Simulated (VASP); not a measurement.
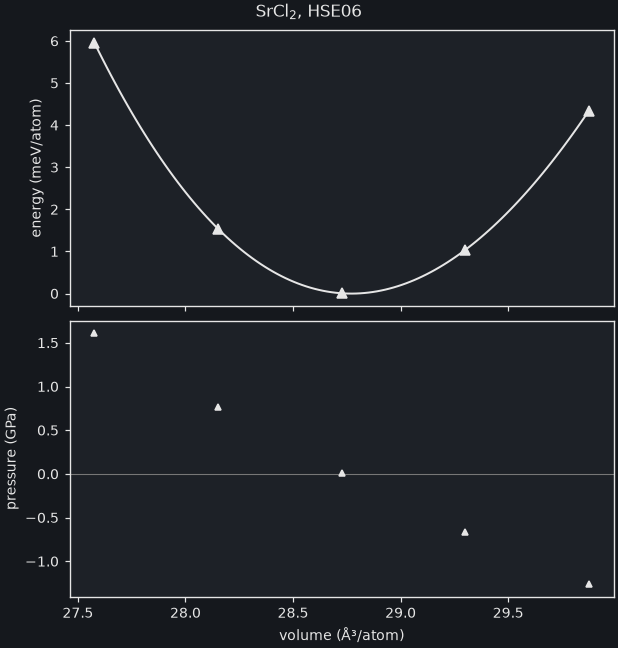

The plot gives the computed energy and pressure against volume for SrCl₂, space group Fm-3m (No. 225).

Cell as given: a = 4.958 Å, b = 4.958 Å, c = 4.958 Å, α = 60.00°, β = 60.00°, γ = 60.00°; 3 atoms.

Method: plane-wave DFT, no spin polarisation; energies at scaled volumes of the given cell, shape and fractions fixed, counted from the fit's minimum, third-order Birch-Murnaghan fit (VASP 6.6.1). Level: HSE06.

| setting | value |
| --- | --- |
| k mesh | 4×4×4 |
| occupations | Gaussian |
| smearing width | 0.02 eV |
| potentials | VASP PAW PBE potentials, recommended |
| wave cutoff | 520 eV |

> What equilibrium volume and bulk modulus follow from the curve?

A third-order Birch–Murnaghan fit gives V0 = 28.77 Å³/atom, B0 = 35.4 GPa and B′ = 5.0.

> How does the pressure vary with volume?

It falls from 1.61 GPa at volume 27.58 Å³/atom to −1.26 GPa at 29.87 Å³/atom, and changes sign near 28.73 Å³/atom.
